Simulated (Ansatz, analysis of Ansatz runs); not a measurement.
# Reproducing a measured hyperfine coupling: NV- centre in diamond

Subject: NV- centre in diamond. Wanted: its hyperfine coupling, in one set-up (HSE06 on PBE structures, 128-site cell, PBE lattice, 420 eV, k: the single point 1/4 1/4 1/4 then the zone centre alone). The model is a cell of 128 host atoms with 1 site emptied and N put on another atom's site. The isotropic coupling follows from the spin density at the nucleus, the nuclear g-factor and the total spin. Exact exchange opens the gap, stiffens bonds and lessens the self-interaction error, at many times the cost.

Measured beforehand: 14N, isotropic: -2.51 MHz at 300 K, by EPR (room temperature) (“Hyperfine interaction in the ground state of the negatively charged nitrogen vacancy center in diamond”, 2009, S. Felton et al.). The runs below try to reproduce this.

Main program and level: Ansatz 0.2.0; plane-wave PAW DFT, PBE; relaxation of all atoms of a defect supercell.

## Step 1: Set-up

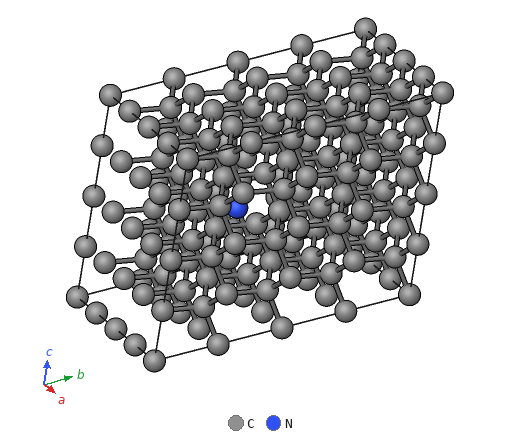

Start, viewed slightly off an axis; carbon grey, nitrogen blue. Bonds to atoms that aren't drawn are left out. Some periodic images of atoms are drawn too.

The cell holds 127 atoms: 126 C and 1 N. Cell: a = 10.102 Å, b = 10.102 Å, c = 10.102 Å, α = 60.0°, β = 60.0°, γ = 60.0°. It derives from C (space group Fd-3m). Nearest the centre at fractional (0.438, 0.438, 0.438): C74 at 1.55 Å, N43 at 1.55 Å, C50 at 1.55 Å, C44 at 1.55 Å, C36 at 2.53 Å, C42 at 2.53 Å, C12 at 2.53 Å, C20 at 2.53 Å. The cell carries charge −1.

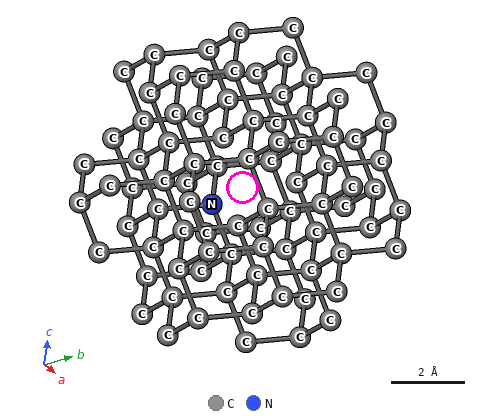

The atoms within 5 Å of the centre. A ring marks the centre wherever it is empty.

The host's primitive cell comes from a first run (plane-wave PAW DFT, PBE; relaxation of the host's cell and atoms): vectors of 2.525, 2.525 and 2.525 Å. That is 5.69 Å³ an atom, 0.4 % over the diffraction cell's volume. The supercell is built on it.

## Step 2: Relaxation, charge −1

Every later number rests on the structure around the defect, so the atoms are relaxed at the host's lattice first.

relax/input.yaml reads:

```yaml
relax:
  f_tol: 0.02
  max_steps: 80
  random_displacement: { amplitude: 0.02, seed: 262 }
crystal:
  lattice:
    - [0.0, 7.14316351, 7.14316351]
    - [7.14316351, 0.0, 7.14316351]
    - [7.14316351, 7.14316351, 0.0]
  atoms:
    - { symbol: C, position: [0.125, 0.125, 0.125] }
    - { symbol: C, position: [0.1875, 0.1875, 0.1875] }
    - { symbol: C, position: [0.125, 0.125, 0.375] }
    - { symbol: C, position: [0.1875, 0.1875, 0.4375] }
    - { symbol: C, position: [0.125, 0.125, 0.625] }
    - { symbol: C, position: [0.1875, 0.1875, 0.6875] }
    - { symbol: C, position: [0.125, 0.125, 0.875] }
    - { symbol: C, position: [0.1875, 0.1875, 0.9375] }
    - { symbol: C, position: [0.125, 0.375, 0.125] }
    - { symbol: C, position: [0.1875, 0.4375, 0.1875] }
    - { symbol: C, position: [0.125, 0.375, 0.375] }
    - { symbol: C, position: [0.1875, 0.4375, 0.4375] }
    - { symbol: C, position: [0.125, 0.375, 0.625] }
    - { symbol: C, position: [0.1875, 0.4375, 0.6875] }
    - { symbol: C, position: [0.125, 0.375, 0.875] }
    - { symbol: C, position: [0.1875, 0.4375, 0.9375] }
    - { symbol: C, position: [0.125, 0.625, 0.125] }
    - { symbol: C, position: [0.1875, 0.6875, 0.1875] }
    - { symbol: C, position: [0.125, 0.625, 0.375] }
    - { symbol: C, position: [0.1875, 0.6875, 0.4375] }
    - { symbol: C, position: [0.125, 0.625, 0.625] }
    - { symbol: C, position: [0.1875, 0.6875, 0.6875] }
    - { symbol: C, position: [0.125, 0.625, 0.875] }
    - { symbol: C, position: [0.1875, 0.6875, 0.9375] }
    - { symbol: C, position: [0.125, 0.875, 0.125] }
    - { symbol: C, position: [0.1875, 0.9375, 0.1875] }
    - { symbol: C, position: [0.125, 0.875, 0.375] }
    - { symbol: C, position: [0.1875, 0.9375, 0.4375] }
    - { symbol: C, position: [0.125, 0.875, 0.625] }
    - { symbol: C, position: [0.1875, 0.9375, 0.6875] }
[... 12 lines left out ...]
    - { symbol: "N", position: [0.375, 0.375, 0.375] }
[... 76 lines left out ...]
    - { symbol: C, position: [0.875, 0.875, 0.125] }
    - { symbol: C, position: [0.9375, 0.9375, 0.1875] }
    - { symbol: C, position: [0.875, 0.875, 0.375] }
    - { symbol: C, position: [0.9375, 0.9375, 0.4375] }
    - { symbol: C, position: [0.875, 0.875, 0.625] }
    - { symbol: C, position: [0.9375, 0.9375, 0.6875] }
    - { symbol: C, position: [0.875, 0.875, 0.875] }
    - { symbol: C, position: [0.9375, 0.9375, 0.9375] }
total_charge: -1
basis:
  ecutwfc: 420
  xc_grid: 2
hamiltonian:
  xc: pbe
kpoints:
  mp_grid: { grid: [1, 1, 1], shift: [0.25, 0.25, 0.25] }
magnetization:
  spin_polarized: true
  initial_magnetization: 2
  spin_locking: { lock_magnetization: hard }
scf:
  occupations: { method: fermi_dirac, width: 0.01 }
  max_iter: 120
output:
  forces: true
checkpoint:
  write: "../relax.run"
  compress: false
  write_wavefunctions: true
  write_every: 100000
```

Launch:

```
$ ansatz run input.yaml --threads 4 --pin off --max-ram 7536MiB --backend cpu --events-out ev --progress --plain --runs-dir out
```

Numbers of over 12 decimals in the logs are rounded to 6 here.

Output:

```text
[... repeated set-up lines and file paths are left out, and long positions are rounded to six places ...]
Engine: ansatz 0.2.0, aarch64-unknown-linux-gnu
Pseudopotentials: kind: paw
Pseudopotential: C, paw, valence charge 4, recommended cutoff 420 eV (normal), C.paw.azcp
Pseudopotential: N, paw, valence charge 5, recommended cutoff 420 eV (normal), N.paw.azcp
Functional definition: PBE
  parameter kappa = 0.804
  parameter beta = 0.066725
  exchange = pbe_x(kappa = kappa, mu = beta*pi^2/3)
  correlation = pbe_c(beta = beta)
Crystal: 127 atoms, lattice volume = 728.957 Å³
Basis set: ecut = 420 eV, 14211 PW (Γ), exchange–correlation on 144×144×144 points (8 copies of the dense FFT grid, shifted against one another)
Bands: 383, of which v1, the nominal top of the filled ones, is band 255 counted from 1 (254 counted from 0)
Symmetry: 1 space group operations
k-points: 1
Non-local potential: C, projectors of the file, l = 0: 2, l = 1: 2, l = 2: 1
Non-local potential: N, projectors of the file, l = 0: 2, l = 1: 2, l = 2: 1
PAW form: soft (Blöchl's): semilocal exchange-correlation on the pseudo side does not see the compensation charge
PAW one-centre angular grid: C, 110 points (default); XC on 64 Gauss nodes
PAW one-centre angular grid: N, 110 points (default); XC on 64 Gauss nodes
Initial density: superposition of atomic densities (chi_scale 0.1, normalization cell, long waves kept (reshape's long-wave potential 0.20 eV rms))
Starting moments: Σ|m| = 2 μB on 127 of 127 sites
Initial wavefunctions: pseudopotential atomic-orbital guess
Functional: x = pbe(κ = 0.804, μ = 0.219515), c = pbe(β = 0.066725)
SCF iter   1: F=—  HF=-31991.204108 eV  |F-HF|=—  |Δ(HF+E_count)|=         —  Δρ=7.08e-2 (↑7.08e-2 ↓7.01e-2)  dr2=1.03e2  dr2_m=6.77e-1  M=2.000 μB ∫|m|=2.004 μB  β_m=0.30  ethr=3.10e-3  ⟨swp⟩=6.0  Hψ=3230  notcnv=0  defer=56
preconditioner: auto → Resta (q_TF=auto, 2.571 Å⁻¹)  ε∞=4.3  [insulator: Δε(μ)=0.812 eV  Ē_g=16.999 eV  σ=0.010 eV  W_gap=1.00  n_scr=180 (ndim 8)  ℏωp=31.1 eV  f_vac=0.000  D(μ)=0.00/eV (n_scr^D=0)  ε∞_Penn≈4.3]
spin=Collinear: Resta preconditioning applied to the charge; magnetization (m = ρ↑ − ρ↓) channel mixes plain (no charge-response kernel on spin).
SCF iter   2: F=—  HF=-31976.274606 eV  |F-HF|=—  |Δ(HF+E_count)|=    1.49e1  Δρ=5.16e-2 (↑5.16e-2 ↓5.12e-2)  dr2=5.53e1  dr2_m=3.69e-1  M=2.000 μB ∫|m|=2.016 μB  β_m=0.65  ethr=3.10e-3  ⟨swp⟩=3.0  Hψ=1406  notcnv=0  defer=242
SCF iter   3: F=—  HF=-31959.007928 eV  |F-HF|=—  |Δ(HF+E_count)|=    1.73e1  Δρ=4.14e-3 (↑4.14e-3 ↓4.13e-3)  dr2=2.33e-1  dr2_m=6.77e-4  M=2.000 μB ∫|m|=2.149 μB  β_m=0.78  ethr=3.10e-3  ⟨swp⟩=4.0  Hψ=1074  notcnv=0  defer=242
SCF iter   4: F=—  HF=-31959.299508 eV  |F-HF|=—  |Δ(HF+E_count)|=   2.92e-1  Δρ=1.63e-3 (↑1.63e-3 ↓1.62e-3)  dr2=4.63e-2  dr2_m=1.04e-4  M=2.000 μB ∫|m|=2.171 μB  β_m=0.81  ethr=4.57e-5  ⟨swp⟩=4.0  Hψ=1422  notcnv=0  defer=239
SCF iter   5: F=—  HF=-31959.327012 eV  |F-HF|=—  |Δ(HF+E_count)|=   2.75e-2  Δρ=4.85e-4 (↑4.85e-4 ↓4.79e-4)  dr2=4.94e-3  dr2_m=1.20e-5  M=2.000 μB ∫|m|=2.180 μB  β_m=0.75  ethr=9.08e-6  ⟨swp⟩=3.5  Hψ=1103  notcnv=0  defer=239
SCF iter   6: F=—  HF=-31959.327361 eV  |F-HF|=—  |Δ(HF+E_count)|=   3.49e-4  Δρ=8.04e-5 (↑8.04e-5 ↓7.88e-5)  dr2=1.07e-4  dr2_m=2.28e-6  M=2.000 μB ∫|m|=2.183 μB  β_m=0.79  ethr=9.68e-7  ⟨swp⟩=3.0  Hψ=1177  notcnv=0  defer=239
SCF iter   7: F=—  HF=-31959.327543 eV  |F-HF|=—  |Δ(HF+E_count)|=   1.82e-4  Δρ=2.78e-5 (↑2.55e-5 ↓2.78e-5)  dr2=9.85e-6  dr2_m=3.47e-7  M=2.000 μB ∫|m|=2.184 μB  β_m=0.82  ethr=2.11e-8  ⟨swp⟩=2.0  Hψ=1037  notcnv=0  defer=239
SCF iter   8: F=-31959.327559 eV  HF=-31959.327559 eV  |F-HF|=5.46e-9  |Δ(HF+E_count)|=   1.59e-5  Δρ=5.16e-6 (↑5.16e-6 ↓4.77e-6)  dr2=4.77e-7  dr2_m=2.36e-8  M=2.000 μB ∫|m|=2.185 μB  ethr=1.93e-9  ⟨swp⟩=3.0  Hψ=1794  notcnv=0
SCF 1 converged in 8 iterations: F = -31959.327559 eV  dr2 = 4.77e-7
  greatest PAW one-centre occupation: 0.794 electrons in one spin orbital (limit 2), on the N atom at site 42 (counted from 0), in its partial waves of l = 0
relax step   1: F+E_penalty+E_count = -31959.32755878 eV  Δ(F+E_penalty+E_count) = +0.000e0 eV  max|allowed force component| = 2.356e0 eV/Å  Δτ_max = 0.0000 Å  (8 SCF iters, dr2 threshold 1.00e-5 eV, accepted)
[... the SCF cycles and remarks between the steps are left out from here to the last step ...]
relax step   2: F+E_penalty+E_count = -31960.85100992 eV  Δ(F+E_penalty+E_count) = -1.523e0 eV  max|allowed force component| = 1.135e0 eV/Å  Δτ_max = 0.1238 Å  (6 SCF iters, dr2 threshold 1.00e-4 eV, accepted)
relax step   3: F+E_penalty+E_count = -31961.19670906 eV  Δ(F+E_penalty+E_count) = -3.457e-1 eV  max|allowed force component| = 8.511e-1 eV/Å  Δτ_max = 0.0644 Å  (5 SCF iters, dr2 threshold 8.06e-5 eV, accepted)
relax step   4: F+E_penalty+E_count = -31961.23753478 eV  Δ(F+E_penalty+E_count) = -4.083e-2 eV  max|allowed force component| = 8.494e-2 eV/Å  Δτ_max = 0.0233 Å  (4 SCF iters, dr2 threshold 1.00e-4 eV, accepted)
relax step   5: F+E_penalty+E_count = -31961.23840334 eV  Δ(F+E_penalty+E_count) = -8.686e-4 eV  max|allowed force component| = 5.967e-2 eV/Å  Δτ_max = 0.0041 Å  (4 SCF iters, dr2 threshold 4.51e-7 eV, accepted)
SCF iter   1: F=—  HF=-31961.239534 eV  |F-HF|=—  |Δ(HF+E_count)|=         —  Δρ=7.46e-5 (↑7.37e-5 ↓7.46e-5)  dr2=6.95e-5  dr2_m=2.76e-7  M=2.000 μB ∫|m|=2.238 μB  β_m=0.30  ethr=1.64e-7  ⟨swp⟩=5.0  Hψ=1781  notcnv=0  defer=239
SCF iter   2: F=—  HF=-31961.238672 eV  |F-HF|=—  |Δ(HF+E_count)|=   8.61e-4  Δρ=5.16e-5 (↑5.11e-5 ↓5.16e-5)  dr2=2.96e-5  dr2_m=1.49e-7  M=2.000 μB ∫|m|=2.238 μB  β_m=0.58  ethr=1.36e-8  ⟨swp⟩=2.0  Hψ=900  notcnv=0  defer=239
SCF iter   3: F=—  HF=-31961.238667 eV  |F-HF|=—  |Δ(HF+E_count)|=   5.15e-6  Δρ=7.87e-6 (↑7.76e-6 ↓7.87e-6)  dr2=7.14e-7  dr2_m=6.53e-9  M=2.000 μB ∫|m|=2.238 μB  β_m=0.62  ethr=5.80e-9  ⟨swp⟩=2.0  Hψ=1035  notcnv=0  defer=239
SCF iter   4: F=-31961.238667 eV  HF=-31961.238667 eV  |F-HF|=4.40e-9  |Δ(HF+E_count)|=   1.59e-8  Δρ=1.71e-6 (↑1.71e-6 ↓1.70e-6)  dr2=4.49e-8  dr2_m=5.34e-10  M=2.000 μB ∫|m|=2.238 μB  ethr=1.96e-11  ⟨swp⟩=4.5  Hψ=1997  notcnv=0
SCF 6 converged in 4 iterations: F = -31961.238667 eV  dr2 = 4.49e-8
relax step   6: F+E_penalty+E_count = -31961.23866720 eV  Δ(F+E_penalty+E_count) = -2.639e-4 eV  max|allowed force component| = 5.769e-3 eV/Å  Δτ_max = 0.0024 Å  (4 SCF iters, accepted)
NSCF: frozen V_eff on 1 k-points
the band table was solved once a step of the walk had ended and its energy, with any forces and stress, was formed, with the checks that follow a solve (3415 applications of the Hamiltonian). They found nothing against the state; [...]
SCF converged after 4 iterations
Magnetization: 2.0000 μB (256.0000 up, 254.0000 down)
Absolute magnetization: 2.2388 μB (∫|ρ↑−ρ↓|, with the PAW one-centre terms)
Spin contamination: 0.0081 ħ² per cell (⟨S²⟩ above its minimum at these occupations)
Per-site moments (μB) at R_I (Å): [(0.00352115, 0.637868), (-0.000260451, 0.638295), (0.00289807, 0.636977), [... 124 left out ...]
Free energy (F): -31961.238667 eV
Harris-Foulkes:  -31961.238667 eV  (|F-HF|=4.40e-9)
Internal energy: -31961.238667 eV  (E = F + TS)
E sigma→0 (E₀):  -31961.238667 eV
Fermi energy:    15.605972 (↑ 16.334372, ↓ 15.142555) eV
--- Per-component energies (eV) ---
  E_band       = 2128.282043
  E_kinetic    = 11779.117073
  E_local      = -8141.505265  (includes V_loc(G=0)·N_el)
  E_nonlocal   = 3403.772023
  E_hartree    = 1824.848904
  E_xc         = -6201.919422
  E_vxc        = -7701.237531  (∫ρ·V_xc dr)
  E_paw        = -12631.588722  (= ΣΔE_a)
  E_vpaw       = -861.564486  (= ΣTr[D̂ρ^β])
  E_aug_tail   = 0.001249  (compensation charges beyond the density's cutoff)
  E_ewald      = -21993.964506
  E_smearing   = -0.000000  (= −TS)
  E_closure    = 0.000000  (closes the sum)
  E_deformation_potential = -21.292943  (in the stress; not in F)
  Σ components = -31961.238667   (vs F -31961.238667, Δ=0.00e0)
--- Forces (eV/Å), atoms counted from 1 ---
  atom   1  C     -0.00063995    -0.00041516     0.00004487
  atom   2  C      0.00040991     0.00057472     0.00038998
  [... 9 atoms left out ...]
  atom  12  C      0.00163539     0.00008920     0.00419996
  [... 23 atoms left out ...]
  atom  36  C      0.00458062    -0.00114231     0.00549745
  [... 5 atoms left out ...]
  atom  42  C      0.00541254     0.00262821    -0.00057394
  atom  43  N     -0.00576845    -0.00197276    -0.00347255
  atom  44  C     -0.00094077    -0.00145310    -0.00104520
  [... 3 atoms left out ...]
  atom  48  C     -0.00021621     0.00214520     0.00031149
  [... 1 atom left out ...]
  atom  50  C     -0.00181392     0.00076643    -0.00191358
  [... 15 atoms left out ...]
  atom  66  C      0.00125178     0.00013373     0.00009935
  [... 5 atoms left out ...]
  atom  72  C     -0.00073538     0.00043103     0.00271752
  [... 1 atom left out ...]
  atom  74  C     -0.00074030    -0.00127978    -0.00046382
  [... 53 atoms left out ...]
  max |Σ_I F_I| component: 4.64e-5 eV/Å
--- Band table (eV) ---
  k-point 0 ↑: bands = ["-8.3077", "-7.4863", "-7.0725", "-6.8396", [... 375 left out ...] "23.9812", "23.9813", "24.0001", "24.0403"]
  k-point 0 ↓: bands = ["-8.2984", "-7.4751", "-7.0659", "-6.8281", [... 375 left out ...] "23.9909", "23.9909", "24.0112", "24.0519"]
--- Relaxed structure (6 steps of the walk, 6 accepted, 0 SCFs on fresh bases) ---
  F+E_penalty+E_count = -31961.23866720 eV   max|allowed force component| = 5.769e-3 eV/Å
  atoms:
    - { symbol: C, position: [0.124838, 0.124721, 0.125120] }
    - { symbol: C, position: [0.187373, 0.187256, 0.187653] }
    [... 9 atoms left out ...]
    - { symbol: C, position: [0.191027, 0.434323, 0.434732] }
    [... 23 atoms left out ...]
    - { symbol: C, position: [0.434449, 0.190899, 0.434732] }
    [... 5 atoms left out ...]
    - { symbol: C, position: [0.434454, 0.434329, 0.191295] }
    - { symbol: N, position: [0.369215, 0.369105, 0.369497] }
    - { symbol: C, position: [0.371803, 0.371681, 0.637773] }
    [... 3 atoms left out ...]
    - { symbol: C, position: [0.374412, 0.623225, 0.128022] }
    [... 1 atom left out ...]
    - { symbol: C, position: [0.371794, 0.637389, 0.372073] }
    [... 15 atoms left out ...]
    - { symbol: C, position: [0.623343, 0.127626, 0.374692] }
    [... 5 atoms left out ...]
    - { symbol: C, position: [0.623336, 0.374293, 0.128030] }
    [... 1 atom left out ...]
    - { symbol: C, position: [0.637494, 0.371679, 0.372081] }
    [... 53 atoms left out ...]
```

It took 2.9 min on 4 threads of Arm Neoverse V1, shared host; peak memory 3.3 GiB; 11 min of CPU time.

Step by step:

| step | energy less that of the first step (eV) | largest force component (eV/Å) |
| --- | --- | --- |
| 1 | 0.0000 | 2.3565 |
| 2 | -1.5235 | 1.1355 |
| 3 | -1.8691 | 0.8511 |
| 4 | -1.9100 | 0.0849 |
| 5 | -1.9108 | 0.0597 |
| 6 | -1.9111 | 0.0058 |

The atoms that moved most (Å, from the sites as typed, ahead of the random displacement, the mean shift of all atoms taken out):

```
atom      dx      dy      dz  length
 N43  -0.082  -0.082  -0.082   0.142
 C50   0.067  -0.045   0.067   0.105
 C44   0.067   0.067  -0.045   0.105
 C74  -0.045   0.067   0.067   0.105
 C12  -0.043   0.004   0.004   0.044
 C42   0.004   0.004  -0.043   0.043
 C36   0.004  -0.043   0.004   0.043
 C14  -0.014   0.011   0.019   0.026
```

The atoms nearest to the centre after the run:

| atom | distance (Å) |
| --- | --- |
| C50 | 1.649 |
| C74 | 1.650 |
| C44 | 1.652 |
| N43 | 1.688 |
| C49 | 2.500 |
| C73 | 2.501 |
| C20 | 2.502 |
| C67 | 2.503 |
| C14 | 2.504 |
| C38 | 2.504 |
| C42 | 2.519 |
| C12 | 2.520 |
| C36 | 2.521 |
| C51 | 2.521 |
| C75 | 2.522 |
| C45 | 2.523 |

This step gave:

```
free energy                           : -31961.2387 eV
total moment                          : 2 μB
integral of the absolute spin density : 2.239 μB
spin contamination                    : 0.008059
```

The relaxation ends 15 meV an atom lower than the displaced start, with a largest force component of 0.0058 eV/Å.

(Part 1 of 2 ends here.)

[Logs are printed without paths, hosts, clocks, repeated set-up lines and the standing remarks that a program may print on its own settings, such as how far it seeks lower states.]

[Hosts, paths, dates, database ids (printed as entryN), source tags and the programs' standing remarks are cut or masked in the printed files.]

[For some hosts the program warned that the k-mesh of the response run may be too coarse for force constants and the static dielectric constant; such warnings are not shown here.]
